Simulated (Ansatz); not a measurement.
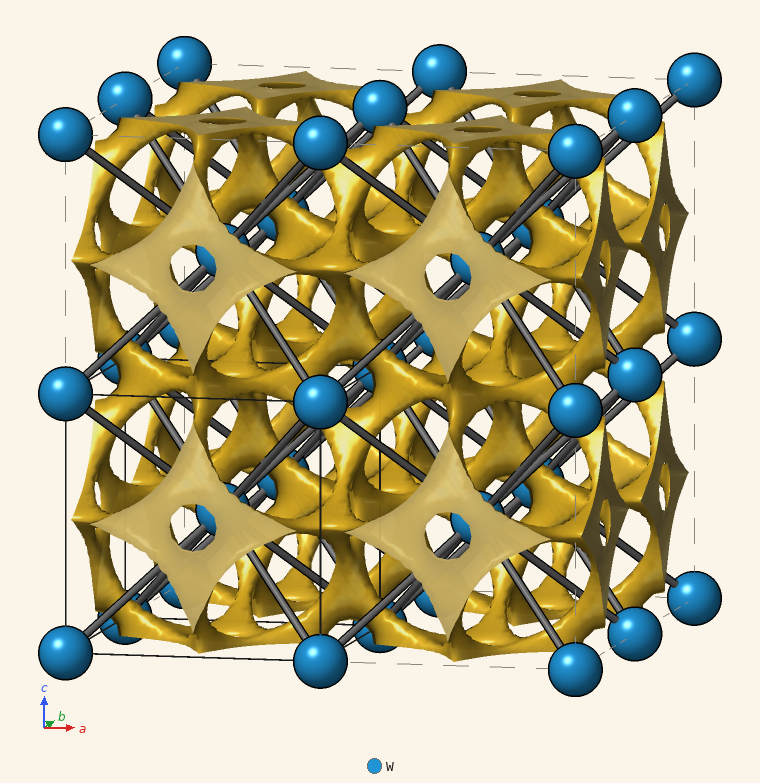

The yellow surface encloses the points that the centre of a probe sphere of radius 0.20 Å can occupy in W in space group Im-3m, computed on a grid of about 0.13 Å (2×2×2 cells shown, view slightly off an axis; pale faces close the region where the box cuts it).

Atoms are hard spheres with touching radii (half the shortest distance): W 1.38 Å.

Source of the atomic positions: coordinates from a relaxation with DFT PBE, scalar-relativistic, plane waves, PAW in Ansatz.

```
W
1.0
     3.18356    0.00000    0.00000
     0.00000    3.18356    0.00000
     0.00000    0.00000    3.18356
W
2
Direct
  0.00000 0.00000 0.00000
  0.50000 0.50000 0.50000
```

### Describe the connectivity of the accessible space.

Where they connect, they form a three-dimensional network.

### What share of the cell can the probe's centre reach?

About 7.2 % of the volume (2.3 Å³ of 32.3 Å³).

### Give the largest included and the largest free sphere.

The largest sphere that fits anywhere has a diameter of 0.80 Å; the largest that can travel through the crystal, about 0.6 Å.

### How does the connectivity change as the probe shrinks?

Below a radius of about 0.31 Å the space forms a three-dimensional network. These are grid estimates, good to about 0.05 Å.
